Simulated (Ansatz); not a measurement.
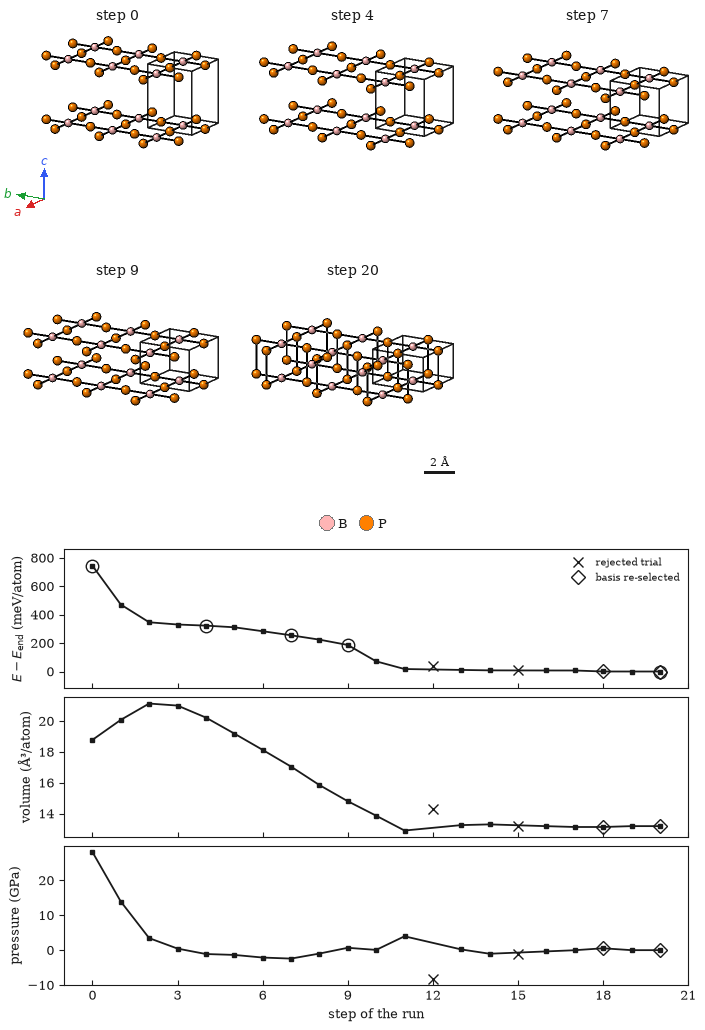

Frames of a relaxation of crystalline BP$_{2}$ (a generated structure, set up in P4/mmm) (coarse preliminary run), marked on the history of the run. Style: ball-and-stick. Shown: the cell of the calculation, repeated 2 × 3 × 1 with one cell outlined, from a free direction.

All numbers below come from DFT PBE, scalar-relativistic, plane waves, PAW (Ansatz).

Input file:
```yaml
crystal:
  lattice:
    - [3.52226341, 0.0, 0.0]
    - [0.0, 3.52226341, 0.0]
    - [0.0, 0.0, 4.54101078]
  atoms:
    - { symbol: B, position: [0.5, 0.5, 0.0] }
    - { symbol: P, position: [0.0, 0.5, 0.0] }
    - { symbol: P, position: [0.5, 0.0, 0.0] }
basis:
  ecutwfc: 420
kpoints:
  mp_grid: { grid: [6, 6, 4] }
hamiltonian:
  xc: pbe
scf:
  occupations: { method: gaussian, width: 0.1 }
  lower_state_search: "off"
output:
  forces: true
  stress: true
  eigenvalues: true
relax:
  adjacent_minimum: "off"
  f_tol: 0.04
  max_steps: 70
  cell: { stress_tol: 0.4 }
```

Launched with:
```bash
ansatz run input.yaml --threads 1 --pin off --max-ram 2048MiB --backend cpu --events-out ev --progress --plain --runs-dir out
```

**Describe the path.**

No atom moves by more than 0.005 Å relative to the cell. Cell: a = b 3.522 → 4.033 Å (+14.5 %), c 4.541 → 2.432 Å (−46.4 %). Volume −29.8 %. Some distances before and after: P2–P2 4.541 → 2.432 Å, P2–P3 2.491 → 2.851 Å, B1–P2 1.761 → 2.016 Å. The space group stays P4/mmm (No. 123). Over 16 accepted moves (20 points after the start) the energy falls by 745 meV per atom. All forces vanish by symmetry, so only the cell relaxes. Pressure: 28.13 GPa at the start and 0.01 GPa at the end. The line search rejected the trial steps at points 12, 15 of the run. The SCF was repeated twice at an unchanged geometry on a basis and grid sized afresh for the cell, which shifted the energy by 7.0 meV per atom at most. From step 0 to 4: volume +7.7 %, energy −422 meV per atom. From step 4 to 7: volume −15.7 %, energy −68.0 meV per atom. From step 7 to 9: volume −13.2 %, energy −68.2 meV per atom. From step 9 to 20: volume −10.9 %, energy −187 meV per atom.

| step | E − E(0), meV/atom | pressure, GPa | volume, Å³/atom | note |
| --- | --- | --- | --- | --- |
| 0 | 0.00 | 28.13 | 18.779 |  |
| 1 | -273.60 | 13.94 | 20.079 |  |
| 2 | -398.43 | 3.45 | 21.138 |  |
| 3 | -414.15 | 0.45 | 21.006 |  |
| 4 | -422.04 | -1.10 | 20.228 |  |
| 5 | -433.69 | -1.36 | 19.192 |  |
| 6 | -461.42 | -2.11 | 18.132 |  |
| 7 | -490.00 | -2.41 | 17.048 |  |
| 8 | -520.66 | -0.97 | 15.850 |  |
| 9 | -558.18 | 0.68 | 14.801 |  |
| 10 | -673.38 | 0.08 | 13.862 |  |
| 11 | -727.54 | 3.98 | 12.899 |  |
| 12 | -706.18 | -8.25 | 14.295 | rejected |
| 13 | -733.94 | 0.21 | 13.251 |  |
| 14 | -736.95 | -1.02 | 13.298 |  |
| 15 | -735.86 | -0.97 | 13.187 | rejected |
| 16 | -737.80 | -0.35 | 13.183 |  |
| 17 | -737.91 | -0.01 | 13.128 |  |
| 18 | -744.90 | 0.54 | 13.128 | same geometry, new basis |
| 19 | -745.03 | 0.00 | 13.185 |  |
| 20 | -745.05 | 0.01 | 13.185 | same geometry, new basis |
